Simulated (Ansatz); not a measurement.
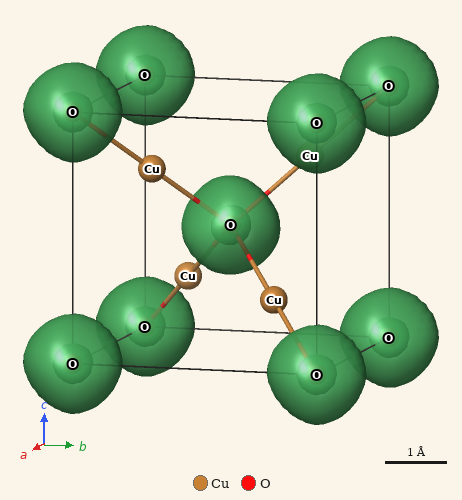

*Cu₂O. Isosurface of the ELF at 0.65 (green), seen slightly off an axis. Core shells and regions of very low density are left out. Sticks mark near contacts.*

Space group Pn-3m; computed without spin polarisation.

Method: DFT PBEsol, scalar-relativistic, plane waves, PAW in Ansatz 0.2.0.

The calculation's input:

```
crystal:
  lattice:
    - [4.2223527961, 0.0, 0.0]
    - [0.0, 4.2223527961, 0.0]
    - [0.0, 0.0, 4.2223527961]
  atoms:
    - { symbol: Cu, position: [0.25, 0.25, 0.25] }
    - { symbol: Cu, position: [0.25, 0.75, 0.75] }
    - { symbol: Cu, position: [0.75, 0.75, 0.25] }
    - { symbol: Cu, position: [0.75, 0.25, 0.75] }
    - { symbol: O, position: [0.0, 0.0, 0.0] }
    - { symbol: O, position: [0.5, 0.5, 0.5] }
basis:
  ecutwfc: 420
kpoints:
  mp_grid: { grid: [8, 8, 8] }
  band_path:
    path:
      - [[0.0, 0.0, 0.0], [0.0, 0.5, 0.0], [0.5, 0.5, 0.0], [0.0, 0.0, 0.0], [0.5, 0.5, 0.5], [0.0, 0.5, 0.0]]
      - [[0.5, 0.5, 0.5], [0.5, 0.5, 0.0]]
    npoints: 14
hamiltonian:
  xc: pbesol
scf:
  occupations: { method: gaussian, width: 0.02 }
  n_extra_bands: 15
output:
  forces: true
  stress: true
  eigenvalues: true
  populations: true
  dos: { projected: true, de: 0.02, nscf_kmesh: { grid: [12, 12, 12] } }
  bader: true
  write_density: true
  write_potential: true
  elf: true
  volumetric_format: npy
```

Command:

```sh
ansatz run input.yaml --threads 1 --pin off --max-ram 2560MiB --backend cpu --events-out ev --progress --plain --runs-dir out
```

Below, planes, directions and counts refer to the conventional cell (a = 4.22 Å, b = 4.22 Å, c = 4.22 Å, α = 90.00°, β = 90.00°, γ = 90.00°).

Where are the electrons localised?

Answer. The ELF exceeds this value in two regions wrapped around O (the valence shell of each), counted in one cell of 6 atoms. Regions shared between cells count once.

Values along the shortest contacts:
Cu–O (1.83 Å): the ELF peaks at about 0.85 in the valence shell of O, 0.6 Å from its nucleus, and is about 0.25 at the midpoint (no localised pair shows between them).

How much charge does the calculation move between the atoms?

Answer. Electrons move from Cu towards O. Bader charges: Cu +0.54 and O −1.07 e.
